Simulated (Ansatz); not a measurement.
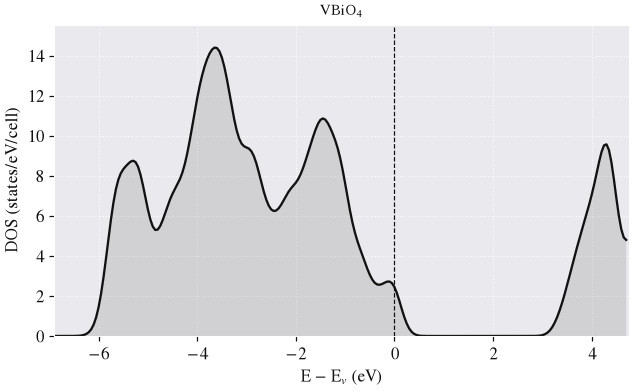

Density of states. Energies are counted from the top of the valence band. The curve is built from the levels of the k mesh with Gaussians 0.4 eV wide, which also blur the band edges.

Input of the run:

```
crystal:
  lattice:
    - [3.6107182542, -5.7833340859, -0.0365230694]
    - [3.6107182542, 5.7833340859, -0.0365230694]
    - [-3.5741739986, 0.0, 3.6472374441]
  atoms:
    - { symbol: V, position: [0.874997687, 0.125002313, 0.75] }
    - { symbol: V, position: [0.125002313, 0.874997687, 0.25] }
    - { symbol: Bi, position: [0.3749988833, 0.6250011167, 0.75] }
    - { symbol: Bi, position: [0.6250011167, 0.3749988833, 0.25] }
    - { symbol: O, position: [0.9355962955, 0.3439959989, 0.6407331652] }
    - { symbol: O, position: [0.6560040011, 0.0644037045, 0.8592668348] }
    - { symbol: O, position: [0.0644037045, 0.6560040011, 0.3592668348] }
    - { symbol: O, position: [0.3439959989, 0.9355962955, 0.1407331652] }
    - { symbol: O, position: [0.7967452509, 0.7051389603, 0.8611515398] }
    - { symbol: O, position: [0.2948610397, 0.2032547491, 0.6388484602] }
    - { symbol: O, position: [0.2032547491, 0.2948610397, 0.1388484602] }
    - { symbol: O, position: [0.7051389603, 0.7967452509, 0.3611515398] }
kpoints:
  mp_grid: { grid: [4, 4, 4] }
  band_path:
    path:
      - [0.0, 0.0, 0.0]
      - [-1.7232e-06, -1.7232e-06, -0.4999980231]
      - [0.2499982768, -0.2500017232, -0.4999980231]
      - [-9.885e-07, -0.5000009885, 5.075e-07]
      - [0.5, -0.5, 0.0]
      - [0.2987278842, -0.7012721158, 4.086e-07]
      - [-0.2987298611, -0.2987298611, 6.064e-07]
      - [-0.0974591326, -0.0974591326, -0.4025408506]
      - [0.4999986127, -0.5000013873, -0.4025410484]
      - [0.34375, 0.34375, -0.359375]
      - [0.203125, 0.203125, 0.088542]
      - [0.125, 0.25, 0.125]
    npoints: 1
hamiltonian:
  xc: hse06
scf:
  occupations: { method: fixed }
  n_extra_bands: 7
output:
  forces: true
  stress: true
  eigenvalues: true
  write_density: true
  write_potential: true
  elf: true
  volumetric_format: npy
```

Command:
```bash

```

Question: Is there a gap at the Fermi level, and how wide?

Answer: There is a gap; over the k points computed it is 3.40 eV (direct among those points).

Question: How wide is the upper valence band?

Answer: The upper group of valence states starts about 6.0 eV under the valence-band top, with a gap beneath it; it holds about 48 electrons a cell.

Question: Where is the tallest peak of the filled states in the window?

Answer: Within the window shown, the tallest peak of the filled states lies 3.6 eV under the valence-band top, at about 14 states per eV and cell.

The atoms aren't at rest in this cell (largest force 0.5 eV/Å), so the relaxed material can differ. Spin-orbit coupling is left out, which matters for Bi. The k mesh is coarse, so the curve is spiky and fine features aren't converged.
